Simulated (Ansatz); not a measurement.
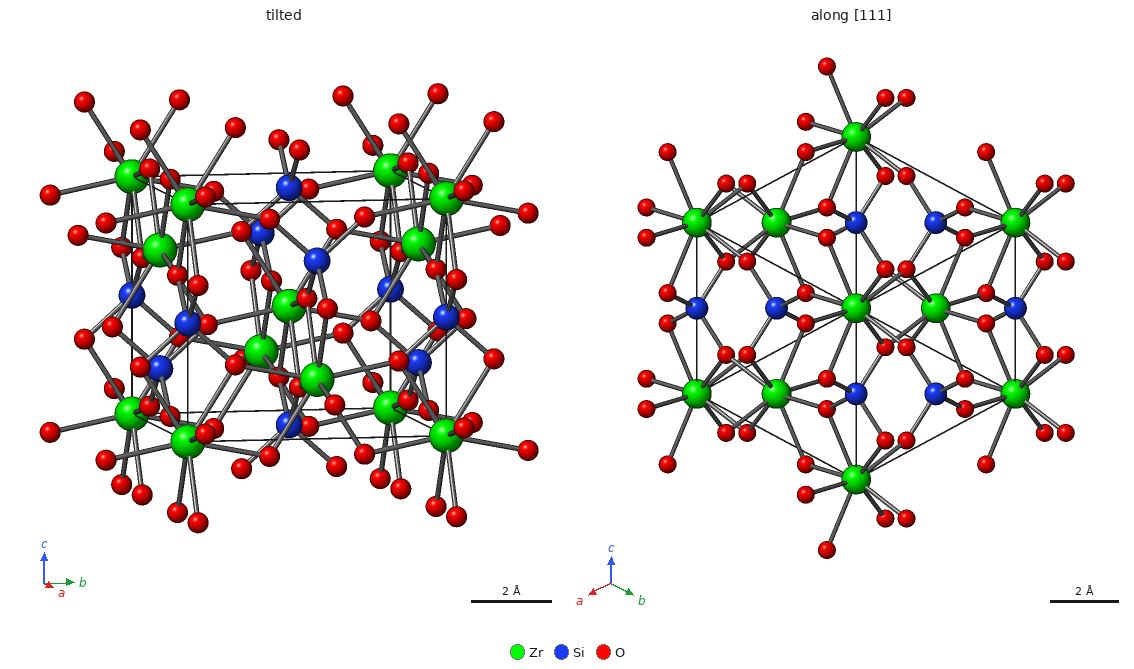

This ball-and-stick model is shown slightly off an axis and along [111]. One conventional unit cell is framed, with atoms on its boundary repeated. Some neighbours outside the box are added. Cell: a = 6.678 Å, b = 6.678 Å, c = 6.023 Å, α = 90.00°, β = 90.00°, γ = 90.00°.

Chemical formula ZrSiO4. It takes space group I4_1/amd (No. 141) on a body-centred tetragonal lattice. Counting shared atoms by their share gives 4 Zr, 4 Si, 16 O, or 24 atoms. About every Zr there are eight O at about 2.2 to 2.3 Å. The neighbours of Si are four O in a distorted tetrahedral arrangement at about 1.6 Å. O is surrounded by two Zr and one Si (about 2.2 to 2.3 Å to Zr, 1.6 Å to Si). Not all metal-metal contacts are counted. The bonds build a three-dimensional framework.

Its origin is a structure listed in the Materials Project. Atoms and cell were optimised with Ansatz, DFT PBE, scalar-relativistic, plane waves, PAW.
